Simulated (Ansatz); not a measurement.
C32N: single-point calculation (part 1 of 2)

C32N (defect cell, 33 atoms in the cell), computed with DFT, r2SCAN, dispersion d3bj, plane waves, PAW, spin-polarised (Ansatz 0.2.0).

The structure derives from a Materials Project entry. Figures and captions count atoms from 1; the log counts them from 0 in places.

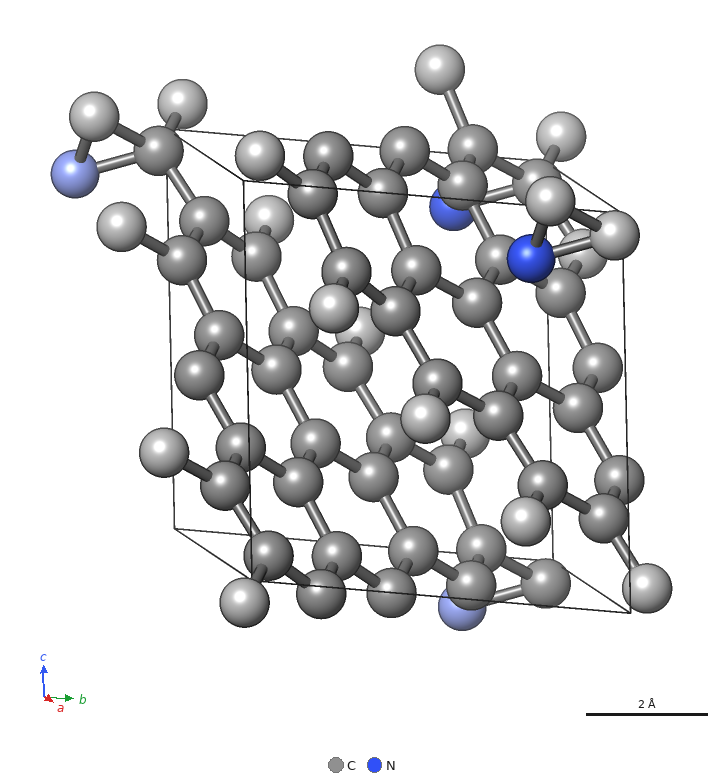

**Figure 1.** The structure as given in the input (ball-and-stick view of the cell of the calculation, seen slightly off an axis; neighbours outside the cell are drawn fainter). An atom can appear more than once, as a periodic image. Near neighbours in the periodic cell (some may lie outside the picture): C has 3 C at 1.40 to 1.46 Å; C has 3 C at 1.46 to 1.52 Å and 1 N at 1.44 to 1.45 Å; N has 2 C at 1.44 to 1.45 Å.

Input file:
```yaml
crystal:
  lattice:
    - [5.6709571555, 0.0, -3.4026574436]
    - [-2.867743478, -4.9298468454, -3.3594911955]
    - [-2.867743478, 4.9298468454, -3.3594911955]
  atoms:
    - { symbol: C, position: [0.4183357388, 0.0446042369, 0.5418920879] }
    - { symbol: C, position: [0.6567349361, 0.7823391669, 0.5310007068] }
    - { symbol: C, position: [0.897977581, 0.5226393696, 0.5219108496] }
    - { symbol: C, position: [0.4165060087, 0.2939871109, 0.2911531315] }
    - { symbol: C, position: [0.1662203271, 0.2927113901, 0.5394295715] }
    - { symbol: C, position: [0.6674548025, 0.0450384231, 0.293198334] }
    - { symbol: C, position: [0.9166848335, 0.7915245336, 0.2919436379] }
    - { symbol: C, position: [0.4215058199, 0.5453467081, 0.0434135335] }
    - { symbol: C, position: [0.167913035, 0.544238086, 0.2944499417] }
    - { symbol: C, position: [0.6657711504, 0.2935753658, 0.0415887923] }
    - { symbol: C, position: [0.9235748253, 0.060611874, 0.0571470449] }
    - { symbol: C, position: [0.4190370387, 0.7922382618, 0.7919954168] }
    - { symbol: C, position: [0.1595168153, 0.7785464345, 0.0328495196] }
    - { symbol: C, position: [0.6484604517, 0.5234970078, 0.7732198096] }
    - { symbol: C, position: [0.9087956703, 0.285936279, 0.7832134088] }
    - { symbol: C, position: [0.1815784214, 0.0595192123, 0.7976906471] }
    - { symbol: C, position: [0.5809546971, 0.9570154328, 0.4555495537] }
    - { symbol: C, position: [0.8215935373, 0.6970698523, 0.4462313337] }
    - { symbol: C, position: [0.0761613712, 0.4527132217, 0.4517139249] }
    - { symbol: C, position: [0.584735107, 0.2116877487, 0.2096530438] }
    - { symbol: C, position: [0.3345937939, 0.211145215, 0.4587641544] }
    - { symbol: C, position: [0.8383140167, 0.9671301443, 0.2136991151] }
    - { symbol: C, position: [0.0853262011, 0.7108251498, 0.2171090584] }
    - { symbol: C, position: [0.5784744406, 0.4536520252, 0.951511382] }
    - { symbol: C, position: [0.3360361662, 0.4618002667, 0.2105099731] }
    - { symbol: C, position: [0.8357891934, 0.2156356003, 0.9627029812] }
    - { symbol: C, position: [0.0763867732, 0.9637409129, 0.9517559456] }
    - { symbol: C, position: [0.5726699294, 0.6975526932, 0.6963943179] }
    - { symbol: C, position: [0.3450826692, 0.7120663398, 0.9611237452] }
    - { symbol: C, position: [0.8100189585, 0.4333530495, 0.6843221867] }
    - { symbol: C, position: [0.0872801927, 0.2146658167, 0.7094249494] }
    - { symbol: C, position: [0.3388890792, 0.9664756754, 0.7127252263] }
    - { symbol: "N", position: [0.9936543535, 0.7581951218, 0.8663165143], spin: 1.0 }
basis:
  xc_grid: 2
kpoints:
  mp_grid: { grid: [2, 2, 2], shift: [0.5, 0.5, 0.5] }
hamiltonian:
  xc: r2scan
  dispersion: d3bj
scf:
  occupations: { method: gaussian, width: 0.02 }
output:
  forces: true
  eigenvalues: true
magnetization:
  spin_polarized: true
```

Launched with:
```bash
ansatz run input.yaml --threads 4 --pin off --max-ram 10240MiB --backend cpu --events-out ev --progress --plain --runs-dir out
```

The program's output:
```
Warning: the engine holds no damping parameters fitted to this dispersion correction and functional, so the run takes those fitted to r2scan beside the three-body term, which d3bj leaves out (hamiltonian.dispersion, under Limitations)
Engine: ansatz 0.2.0, x86_64-unknown-linux-gnu
Pseudopotentials: kind: paw
Pseudopotential: C, paw, valence charge 4, recommended cutoff 500 eV (meta_gga), C.paw.azcp
Pseudopotential: N, paw, valence charge 5, recommended cutoff 500 eV (meta_gga), N.paw.azcp
Functional definition: r2SCAN
  parameter k0 = 0.174
  parameter k1 = 0.065
  parameter a1 = 4.9479
  exchange = r2scan_x(k0 = k0, k1 = k1, a1 = a1)
  correlation = r2scan_c
Crystal: 33 atoms, lattice volume = 284.053 Å³
Basis set: ecut = 500 eV, 7133 PW (Γ), exchange–correlation on 100×100×100 points (8 copies of the dense FFT grid, shifted against one another)
Bands: 100, of which v1, the nominal top of the filled ones, is band 67 counted from 1 (66 counted from 0)
Symmetry: 1 space group operations
Space group: P1 (ITA 1), of the structure as read, at distance tolerance 6.6e-5 Å
Magnetic group: BNS 1.1 (UNI 1), of the structure as read, at distance tolerance 6.6e-5 Å
k-points: 4 of 8 (time reversal used)
Non-local potential: C, projectors of the file, l = 0: 2, l = 1: 2, l = 2: 1
Non-local potential: N, projectors of the file, l = 0: 2, l = 1: 2, l = 2: 1
PAW form: soft (Blöchl's): semilocal exchange-correlation on the pseudo side does not see the compensation charge
PAW frozen core: C, regenerated for the run's functional (the file was generated under x = pbe(κ = 0.804, μ = 0.2195149727645171), c = pbe(β = 0.06672455060314922))
PAW frozen core: N, regenerated for the run's functional (the file was generated under x = pbe(κ = 0.804, μ = 0.2195149727645171), c = pbe(β = 0.06672455060314922))
PAW one-centre angular grid: C, 302 points (default); XC on 239 of its mesh's 2573 points in the sphere
PAW one-centre angular grid: N, 302 points (default); XC on 160 Gauss nodes
Initial density: superposition of atomic densities (chi_scale 0.1, normalization cell, long waves kept (reshape's long-wave potential 0.19 eV rms))
Starting moments: Σ|m| = 1 μB on 1 of 33 sites
Initial wavefunctions: pseudopotential atomic-orbital guess
Functional: x = r2scan, c = r2scan; τ floored in thin density (d = 2e-4 eV/Å³)
SCF iter   1: F=—  HF=-8446.986603 eV  |F-HF|=—  |Δ(HF+E_count)|=         —  Δρ=6.38e-2 (↑6.32e-2 ↓6.38e-2)  dr2=3.95e1  dr2_τ=2.35e0  dr2_m=2.00e-1  M=1.000 μB ∫|m|=1.103 μB  β_m=0.30  ethr=3.10e-3  ⟨swp⟩=6.2  Hψ=3617  notcnv=0  defer=116
preconditioner: auto → Resta (q_TF=auto, 2.404 Å⁻¹)  ε∞=3.2  [insulator: Δε(μ)=0.424 eV  Ē_g=17.058 eV  σ=0.020 eV  W_gap=1.00  n_scr=74 (ndim 8)  ℏωp=25.4 eV  f_vac=0.000  D(μ)=0.00/eV (n_scr^D=0)  ε∞_Penn≈3.2]
spin=Collinear: Resta preconditioning applied to the charge; magnetization (m = ρ↑ − ρ↓) channel mixes plain (no charge-response kernel on spin).
SCF iter   2: F=—  HF=-8440.754691 eV  |F-HF|=—  |Δ(HF+E_count)|=    6.23e0  Δρ=4.54e-2 (↑4.49e-2 ↓4.54e-2)  dr2=1.93e1  dr2_τ=8.47e-2  dr2_m=1.32e-1  M=1.000 μB ∫|m|=1.115 μB  β_m=0.30  ethr=3.10e-3  ⟨swp⟩=2.0  Hψ=1482  notcnv=0  defer=212  κ⁻¹=1.0e0(r=1)
spin-set hold released at iteration 2 (site moments show no strong build): the magnetisation degrees of freedom join the quasi-Newton model from the next iteration; the mixer history was kept
SCF iter   3: F=—  HF=-8435.242861 eV  |F-HF|=—  |Δ(HF+E_count)|=    5.51e0  Δρ=1.61e-2 (↑1.05e-2 ↓1.61e-2)  dr2=2.01e0  dr2_τ=5.71e-2  dr2_m=9.21e-2  M=0.511 μB ∫|m|=0.688 μB  β_m=0.54  ethr=3.10e-3  ⟨swp⟩=3.0  Hψ=1434  notcnv=0  defer=211  κ⁻¹=9.6e-2(r=2)
SCF iter   4: F=—  HF=-8435.204821 eV  |F-HF|=—  |Δ(HF+E_count)|=   3.80e-2  Δρ=9.21e-3 (↑6.76e-3 ↓9.21e-3)  dr2=4.34e-1  dr2_τ=2.86e-2  dr2_m=7.41e-2  M=1.000 μB ∫|m|=1.093 μB  β_m=1.20  ethr=1.51e-3  ⟨swp⟩=2.1  Hψ=986  notcnv=0  defer=210  κ⁻¹=8.6e-2(r=3)
SCF iter   5: F=—  HF=-8435.246641 eV  |F-HF|=—  |Δ(HF+E_count)|=   4.18e-2  Δρ=5.63e-3 (↑3.50e-3 ↓5.63e-3)  dr2=1.34e-1  dr2_τ=2.74e-3  dr2_m=1.51e-2  M=1.000 μB ∫|m|=1.140 μB  β_m=1.20  ethr=3.27e-4  ⟨swp⟩=2.2  Hψ=1223  notcnv=0  defer=210  κ⁻¹=2.5e-3(r=4)
SCF iter   6: F=—  HF=-8435.297551 eV  |F-HF|=—  |Δ(HF+E_count)|=   5.09e-2  Δρ=3.04e-3 (↑2.41e-3 ↓3.04e-3)  dr2=5.05e-2  dr2_τ=6.20e-4  dr2_m=1.68e-3  M=1.000 μB ∫|m|=1.182 μB  β_m=1.20  ethr=1.01e-4  ⟨swp⟩=2.5  Hψ=1348  notcnv=0  defer=210  κ⁻¹=3.6e-4(r=5)
SCF iter   7: F=—  HF=-8435.331597 eV  |F-HF|=—  |Δ(HF+E_count)|=   3.40e-2  Δρ=1.14e-3 (↑1.10e-3 ↓1.14e-3)  dr2=7.91e-3  dr2_τ=1.95e-4  dr2_m=6.78e-4  M=1.000 μB ∫|m|=1.258 μB  β_m=1.20  ethr=3.80e-5  ⟨swp⟩=2.8  Hψ=1217  notcnv=0  defer=210  κ⁻¹=7.8e-5(r=6)
SCF iter   8: F=—  HF=-8435.336543 eV  |F-HF|=—  |Δ(HF+E_count)|=   4.95e-3  Δρ=4.96e-4 (↑2.51e-4 ↓4.96e-4)  dr2=1.03e-3  dr2_τ=1.86e-5  dr2_m=9.98e-5  M=1.000 μB ∫|m|=1.293 μB  β_m=1.20  ethr=5.94e-6  ⟨swp⟩=2.0  Hψ=1219  notcnv=0  defer=210  κ⁻¹=2.3e-5(r=7)
SCF iter   9: F=—  HF=-8435.336825 eV  |F-HF|=—  |Δ(HF+E_count)|=   2.82e-4  Δρ=2.22e-4 (↑1.98e-4 ↓2.22e-4)  dr2=2.05e-4  dr2_τ=3.14e-6  dr2_m=6.95e-6  M=1.000 μB ∫|m|=1.303 μB  β_m=1.20  ethr=7.73e-7  ⟨swp⟩=2.0  Hψ=1162  notcnv=0  defer=210  κ⁻¹=3.9e-6(r=8)
SCF iter  10: F=—  HF=-8435.337110 eV  |F-HF|=—  |Δ(HF+E_count)|=   2.84e-4  Δρ=1.06e-4 (↑9.76e-5 ↓1.06e-4)  dr2=4.86e-5  dr2_τ=1.24e-6  dr2_m=2.13e-6  M=1.000 μB ∫|m|=1.315 μB  β_m=1.20  ethr=1.54e-7  ⟨swp⟩=2.0  Hψ=1121  notcnv=0  defer=210  κ⁻¹=1.4e-6(r=8)
SCF iter  11: F=—  HF=-8435.337592 eV  |F-HF|=—  |Δ(HF+E_count)|=   4.82e-4  Δρ=3.75e-5 (↑3.40e-5 ↓3.75e-5)  dr2=7.60e-6  dr2_τ=1.50e-7  dr2_m=4.74e-7  M=1.000 μB ∫|m|=1.326 μB  β_m=1.20  ethr=3.65e-8  ⟨swp⟩=2.0  Hψ=1203  notcnv=0  defer=210  κ⁻¹=2.0e-6(r=8)
SCF iter  12: F=—  HF=-8435.337604 eV  |F-HF|=—  |Δ(HF+E_count)|=   1.25e-5  Δρ=1.59e-5 (↑1.53e-5 ↓1.59e-5)  dr2=1.23e-6  dr2_τ=5.09e-8  dr2_m=2.07e-7  M=1.000 μB ∫|m|=1.332 μB  β_m=1.20  ethr=5.72e-9  ⟨swp⟩=2.0  Hψ=1121  notcnv=0  defer=210  κ⁻¹=4.1e-6(r=8)
SCF iter  13: F=—  HF=-8435.337606 eV  |F-HF|=—  |Δ(HF+E_count)|=   2.24e-6  Δρ=9.33e-6 (↑9.33e-6 ↓9.05e-6)  dr2=2.57e-7  dr2_τ=1.66e-8  dr2_m=8.53e-8  M=1.000 μB ∫|m|=1.336 μB  β_m=1.20  ethr=9.23e-10  ⟨swp⟩=2.5  Hψ=1125  notcnv=0  defer=210  κ⁻¹=1.5e-6(r=8)
SCF iter  14: F=—  HF=-8435.337608 eV  |F-HF|=—  |Δ(HF+E_count)|=   1.29e-6  Δρ=4.75e-6 (↑4.75e-6 ↓4.58e-6)  dr2=4.38e-8  dr2_τ=4.13e-9  dr2_m=3.47e-8  M=1.000 μB ∫|m|=1.339 μB  β_m=1.20  ethr=7.52e-11  ⟨swp⟩=24.1  Hψ=6919  notcnv=0  κ⁻¹=6.2e-7(r=8)
SCF iter  15: F=—  HF=-8435.337608 eV  |F-HF|=—  |Δ(HF+E_count)|=   5.50e-7  Δρ=2.43e-6 (↑2.43e-6 ↓2.43e-6)  dr2=5.77e-9  dr2_τ=1.50e-9  dr2_m=1.31e-8  M=1.000 μB ∫|m|=1.342 μB  β_m=1.20  ethr=3.29e-11  ⟨swp⟩=4.0  Hψ=2406  notcnv=0  κ⁻¹=1.4e-6(r=8)
SCF iter  16: F=—  HF=-8435.337608 eV  |F-HF|=—  |Δ(HF+E_count)|=   1.67e-7  Δρ=1.64e-6 (↑1.64e-6 ↓1.61e-6)  dr2=1.96e-9  dr2_τ=6.80e-10  dr2_m=5.74e-9  M=1.000 μB ∫|m|=1.343 μB  β_m=1.20  ethr=4.34e-12  ⟨swp⟩=5.0  Hψ=2858  notcnv=0  κ⁻¹=2.6e-6(r=8)
SCF iter  17: F=-8435.337608 eV  HF=-8435.337608 eV  |F-HF|=1.73e-8  |Δ(HF+E_count)|=   8.99e-8  Δρ=9.80e-7 (↑9.80e-7 ↓9.24e-7)  dr2=6.57e-10  dr2_τ=2.27e-10  dr2_m=1.97e-9  M=1.000 μB ∫|m|=1.344 μB  ethr=1.47e-12  ⟨swp⟩=4.2  Hψ=2278  notcnv=0
SCF 1 converged in 17 iterations: F = -8435.337608 eV  dr2 = 6.57e-10
  greatest PAW one-centre occupation: 0.855 electrons in one spin orbital (limit 2), on the N atom at site 32 (counted from 0), in its partial waves of l = 0
```

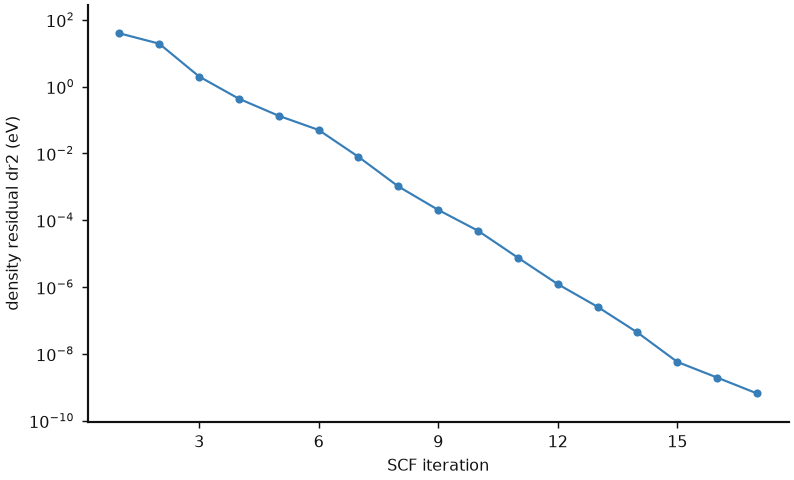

**Figure 2.** Convergence of the self-consistent field: density residual dr2 against the SCF iteration. The residual falls at every step.

```
this state was not tested for a lower state beside it, because the mixer in use, unlike msr1, does not test its closes by its own steps (another_mixer; see scf.mixing.algorithm and scf.lower_state_search)
SCF converged after 17 iterations
Magnetization: 1.0000 μB (67.0000 up, 66.0000 down)
Absolute magnetization: 1.3466 μB (∫|ρ↑−ρ↓|, with the PAW one-centre terms)
Spin contamination: 0.0135 ħ² per cell (⟨S²⟩ above its minimum at these occupations)
Per-site moments (μB) at R_I (Å): [(-0.005339918979652462, 0.5863054904051942), (-0.007832539053336742, 0.586634053181004), (-0.0006077864268870596, 0.5852553510237384), (-0.0058144645329884235, 0.5832923305667016), (-0.0031047903826401176, 0.5837856847019012), (-0.004802213159487995, 0.5863001285167745), (-0.003856969494970259, 0.5789956294391108), (-0.0007025041059791274, 0.5780634773040437), (-0.0008480942573284402, 0.5791196881152754), (-0.003002982864205736, 0.5836263075483331), (0.005731406307259513, 0.578514614419238), (-0.004583528670026058, 0.5786250673986097), (-0.010571871599531333, 0.598403197138864), (-2.092707096858465e-5, 0.5853178918680545), (-0.004174671113384051, 0.5824043012714593), (0.005861261599687176, 0.5793783096913903), (0.005221675805391049, 0.5863054904051942), (0.011329281941839207, 0.586811249079246), (0.005741154150508107, 0.584957460482361), (0.006655582825728223, 0.5859779296699688), (0.007253071267022027, 0.5858978098565042), (0.007444180060669086, 0.578514614419238), (0.0230236543393112, 0.5789956294391108), (0.005752492996114807, 0.5846444211937383), (0.008239534440918348, 0.5832923305667016), (0.007719594144102054, 0.579345780042118), (-0.004084540322290779, 0.5933832286752654), (0.011005712318715173, 0.5864627127964679), (0.02162378051589133, 0.5780634773040437), (0.004039089210730159, 0.5824043012714593), (0.0081088868527255, 0.5800140911201311), (0.009529141272486944, 0.5793783096913903), (0.4421532722583981, 0.5933832286752654)]
Free energy (F): -8435.337608 eV
Harris-Foulkes:  -8435.337608 eV  (|F-HF|=1.73e-8)
Internal energy: -8435.337608 eV  (E = F + TS)
E sigma→0 (E₀):  -8435.337608 eV
Fermi energy:    7.219065 eV
```
